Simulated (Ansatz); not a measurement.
**HfO$_{2}$: density, localisation and related maps**

The calculation's input:

```
crystal:
  lattice:
    - [0.0, 2.6420504023, 2.5176098283]
    - [2.6420504023, 0.0, 2.5176098283]
    - [2.6420504023, 2.6420504023, 0.0]
  atoms:
    - { symbol: Hf, position: [0.0, 0.0, 0.0] }
    - { symbol: O, position: [0.25, 0.25, 0.25] }
    - { symbol: O, position: [0.75, 0.75, 0.75] }
basis:
  ecutwfc: 520.0
kpoints:
  mp_grid: { grid: [8, 8, 8] }
hamiltonian:
  xc: pbesol
scf:
  occupations: { method: gaussian, width: 0.05 }
output:
  forces: true
  stress: true
  eigenvalues: true
  write_density: true
  write_potential: true
  elf: true
  volumetric_format: npy
```

Launched as:

```sh
ansatz run input.yaml --threads 1 --pin off --max-ram 2048MiB --backend cpu --events-out ev --progress --plain --runs-dir out
```

Below, planes, directions and counts refer to the conventional cell (a = 3.74 Å, b = 3.74 Å, c = 5.04 Å, α = 90.00°, β = 90.00°, γ = 90.00°).

Space group I4/mmm; computed pressure about −20 GPa in this cell.

All numbers below come from Ansatz 0.2.0, DFT PBEsol, scalar-relativistic, plane waves, PAW.

Core electrons are frozen (PAW), and the valence fields are smoothed inside the atomic spheres.

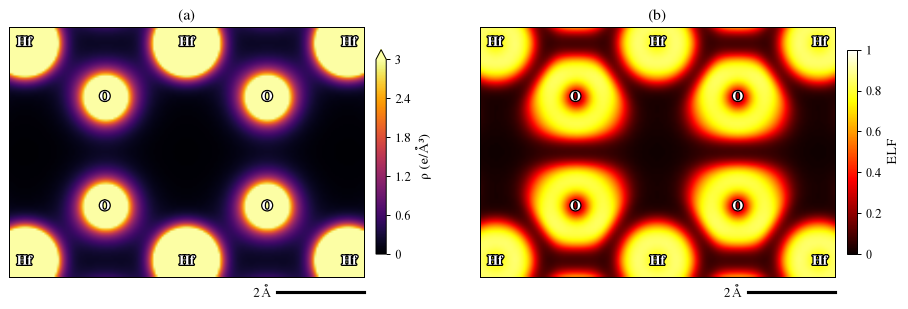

Figure 1. (a) valence electron density; (b) electron localisation function on the (010) plane of the conventional cell.

Describe what can be read from this map.

Answer.
- Atoms in the plane: Hf and O.
- Hf–O (2.25 Å): ρ at the midpoint is about 0.5 e/Å³; the ELF peaks at about 0.85 in the valence shell of O, 0.6 Å from its nucleus, and drops to about 0.15 between the two atoms (no localised pair shows between them).
- Between the atoms the lowest density in this plane is 0.02 e/Å³.
- The features right at Hf lie inside the PAW spheres, where the map follows smoothed inner orbitals and isn't to be read closely.

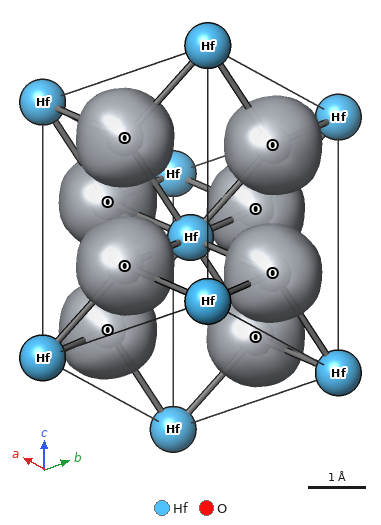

Figure 2. Isosurface of the ELF at 0.65 (grey), seen at an oblique angle. Only the valence region is drawn (cores and ρ < 0.01 e/Å³ removed). Sticks mark near contacts.

What do the ELF domains correspond to?

Answer. The ELF exceeds this value in four regions wrapped around O (the valence shell of each), counted in one cell of 6 atoms. Any copies at cell faces, edges or corners count once.

Does the calculation make it a metal, or give it a gap?

Answer. It is gapped, with a Kohn–Sham gap of 3.0 eV on the k-point mesh, an upper bound to the gap of this method.
